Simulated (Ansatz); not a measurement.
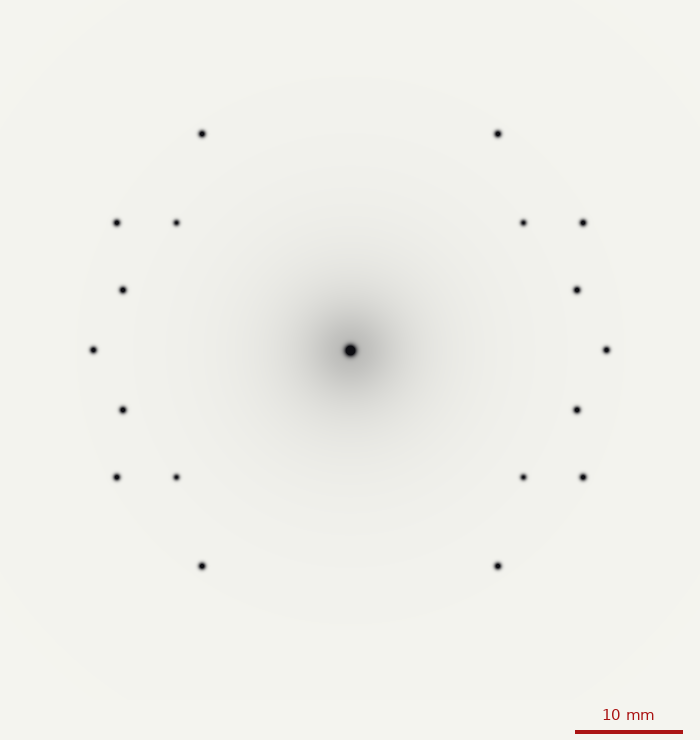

Simulated X-ray rotation photograph: Cu Kα radiation (λ = 1.5418 Å), cylindrical film of radius 28.65 mm unrolled, rotation axis vertical and normal to the beam, kinematic intensities without Lorentz or polarisation factors, the film spanning ±63° about the beam; spots down to d = 1.88 Å.

Measure the layer lines and find the identity period along the axis.

Answer. The first layer line lies 5.6 mm from the equator, so tan ν = 0.197, sin ν = 0.193 and the period is λ/sin ν = 7.99 Å. Further lines follow at 12.0, 20.3 mm.

The crystal is Cu, space group Pm-3n (No. 223), a = 4.615 Å. Structure: the input geometry of an electronic-structure calculation (not necessarily at equilibrium); the starting structure was generated, so it need not be a known form of this composition.

About which axis was it rotated?

Answer. About [111] (or an equivalent direction), whose length in the conventional cell is 7.993 Å.
